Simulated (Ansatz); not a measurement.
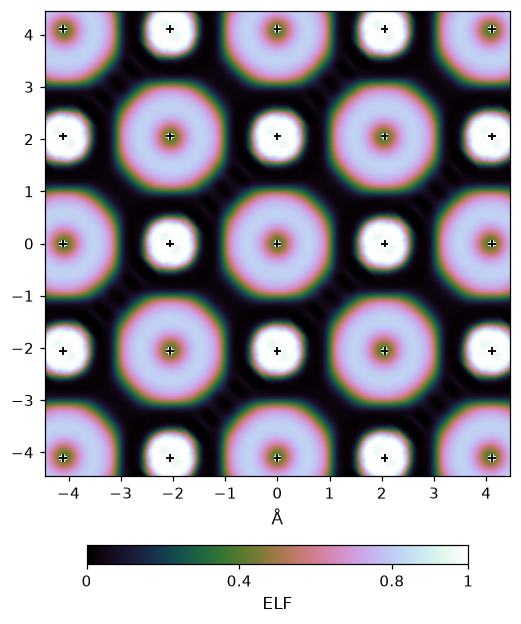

The electron localisation function on a plane through atoms (crosses mark nuclei in the plane).

Method: Kohn-Sham DFT of a periodic cell, PBEsol, Ansatz PAW in Ansatz.

Candidates:
A. ZrO2, a = 4.99 Å, b = 4.99 Å, c = 4.99 Å, α = 90.00°, β = 90.00°, γ = 90.00°. Space group Fm-3m; a structure from a database of computed crystals, not necessarily the ambient phase; computed pressure about 13 GPa in this cell.
B. LiF, a = 4.11 Å, b = 4.11 Å, c = 4.11 Å, α = 90.00°, β = 90.00°, γ = 90.00°. Space group Fm-3m; computed pressure about −5 GPa in this cell.

**Which system is this?**

Candidate B: LiF on the (010) plane of the conventional cell, which holds F and Li. Li–F (2.05 Å): the ELF peaks at about 0.80 in the valence shell of F, 0.6 Å from its nucleus, and is about 0.40 at the midpoint (an ionic contact with no shared pair).
